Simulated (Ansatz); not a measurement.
```xyz
16
Lattice="0.0000 0.0000 4.6077 -2.8439 4.9258 0.0000 -8.9647 -5.1758 0.0000" Properties=species:S:1:pos:R:3 pbc="T T T"
Ti   -3.0862    3.1737    1.1519
Ti   -5.9301   -1.7521    1.1519
Ti   -3.0862    1.5021    3.4558
Ti   -5.9301   -3.4237    3.4558
Ti   -1.6385    0.6662    1.1519
Ti   -7.3263    0.6662    1.1519
Ti   -5.8785    1.5021    3.4558
Ti   -8.7224   -3.4237    3.4558
Ti   -3.0346   -1.7521    1.1519
Ti   -8.7224   -1.7521    1.1519
Ti   -4.4823   -0.9162    3.4558
Ti  -10.1701   -0.9162    3.4558
Al   -4.4823    0.6960    1.1519
Al   -7.3262   -4.2298    1.1519
Al   -1.6385   -0.9460    3.4558
Al   -7.3263   -0.9460    3.4558
```

Space group Pmma; not relaxed (largest force 1.1 eV/Å); computed pressure about −4 GPa in this cell; computed without spin polarisation.

Computed with Ansatz, DFT PBEsol, scalar-relativistic, plane waves, PAW.

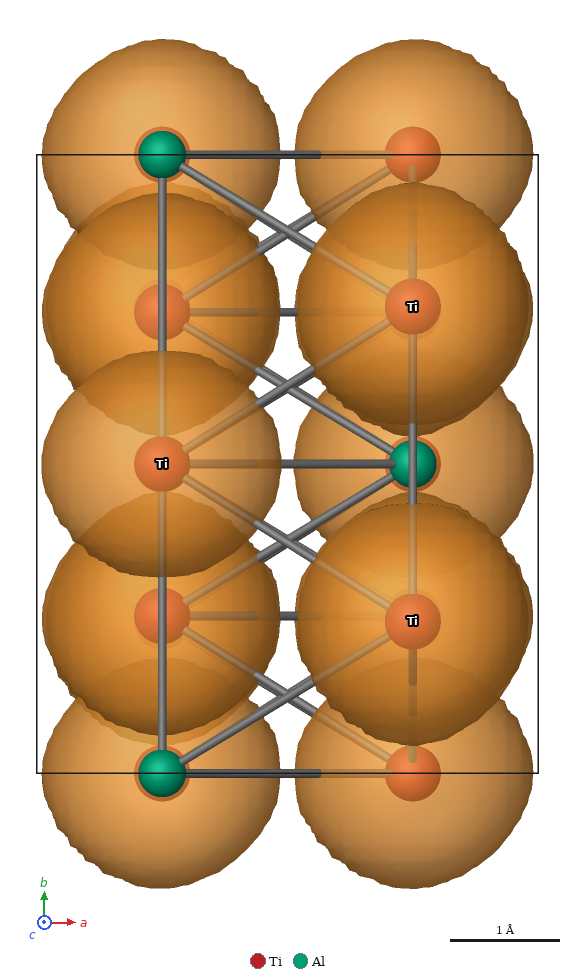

Ti$_{3}$Al. Isosurface of the valence charge density (pseudo) at 0.3 e/Å³ (orange), seen along the c axis. Sticks mark near contacts.

In a PAW calculation such maps are meaningful between the atoms, not at the nuclei.

How is the density connected at this value?

Answer. At this value the density breaks into separate islands; it holds about 75 % of the electrons treated as valence (semicore included). It bridges none of the near contacts. It is pinched off along the sampled Ti–Ti (2.79 Å), Ti–Al (2.81 Å), Ti–Ti (2.85 Å) and Ti–Ti (2.90 Å) contacts. On the grid the lowest density along these lines, outside the cores, is 0.23 e/Å³ (Ti–Ti, 2.79 Å), 0.21 e/Å³ (Ti–Al, 2.81 Å), 0.2 e/Å³ (Ti–Ti, 2.85 Å) and 0.21 e/Å³ (Ti–Ti, 2.90 Å).

Does the calculation give a band gap?

Answer. It is gapless in this calculation (a metal or semimetal).
